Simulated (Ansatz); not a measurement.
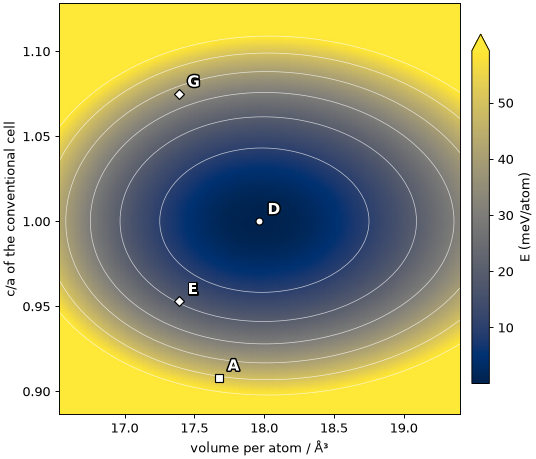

Si (Ia-3, No. 206; 8 atoms in the cell). The energy is mapped over volume and the cell's shape. First axis: volume per atom. Second axis: c/a of the conventional cell. Nothing is relaxed (fractional coordinates fixed). The scan uses an 11 × 11 grid. Points are written as (first, second). All energies are given in meV/atom relative to the lowest grid point. Level of theory: Ansatz 0.2.0, DFT PBEsol, scalar-relativistic, plane waves, PAW. Settings: cutoff 420 eV, k-mesh 10×10×10, gaussian smearing 0.15 eV, no spin polarisation.

The picture shows a smooth colour map with a few white contour lines, one colour for all values above the top of the scale, lettered points. Between grid points the surface is interpolated.

Question: Is E the lowest point of the computed grid?

Answer: No. E lies 19 meV/atom above the lowest grid point, which is at (17.965 Å³, 1.000).

Question: Which space group has the cell at each letter?

Answer: A: Ibca; D: Ia-3; E: Ibca; G: Ibca.

Question: What kind of point is each of A, D, E, G: minimum, saddle, maximum or slope?

Answer: A: on a slope; D: minimum; E: on a slope; G: on a slope. (In these two coordinates alone; a stationary point may lie a little off the grid point.)

PAW datasets: the set soft_1.
